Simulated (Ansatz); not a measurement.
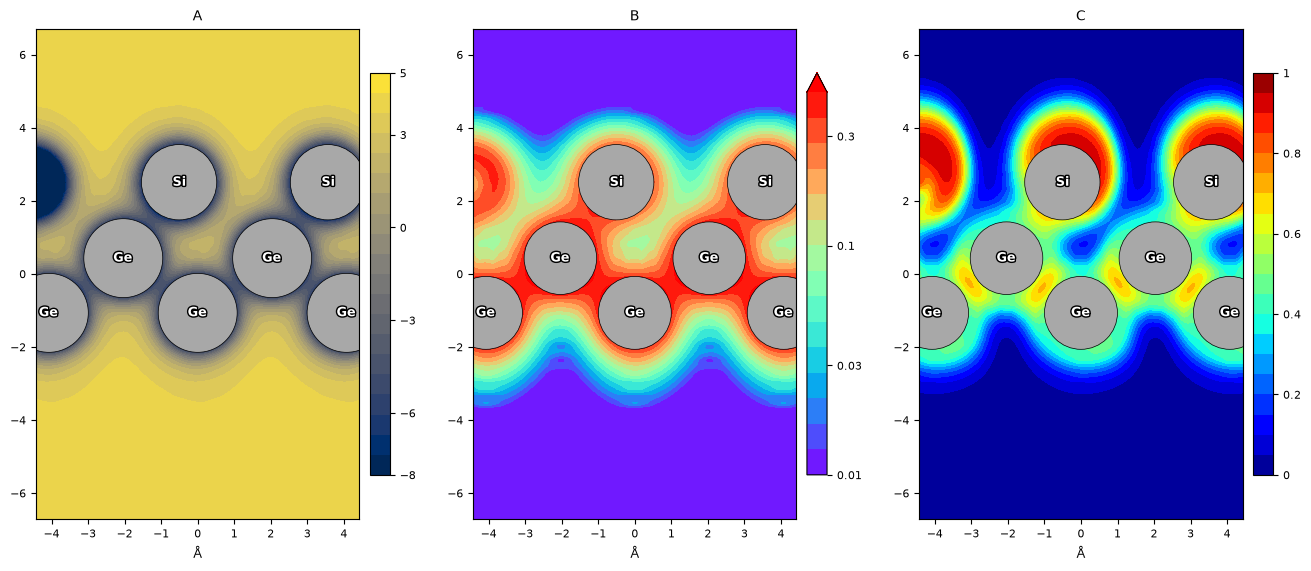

SiGe₄ (slab): 3 fields on the (010) plane of the calculation cell, a cut from vacuum to vacuum, with unlabelled colour scales. Grey discs cover the atomic cores.

A point of a scan over the structure, not its minimum; not relaxed (largest force 1.4 eV/Å); PAW files of the earlier set (soft_1).

The calculation used Ansatz, DFT PBE, scalar-relativistic, plane waves, PAW.

```
CELL_PARAMETERS angstrom
4.07405 0.00000 0.00000
0.00000 4.07405 0.00000
0.00000 0.00000 19.85576
ATOMIC_POSITIONS crystal
Ge 0.00000 0.50000 0.20145
Ge 0.00000 0.00000 0.27400
Ge 0.50000 0.00000 0.34937
Ge 0.50000 0.50000 0.42082
Si 0.87500 0.00000 0.45402
```

**Which field does each panel show? The fields are: electron localisation function, electrostatic potential energy of an electron and valence pseudo-density.**

Panel A: electrostatic potential energy of an electron (low next to the atoms, rising into the space between them). Panel B: valence pseudo-density. Panel C: electron localisation function. From the grid: Si–Ge (2.58 Å): the density is about 0.36 e/Å³ at the midpoint; the ELF peaks at about 0.70 in the valence shell of Si, 1.0 Å from its nucleus, and is about 0.60 at the midpoint. Ge–Ge (2.53 Å): ρ is about 0.42 e/Å³ halfway; the ELF peaks at about 0.70 between the atoms.
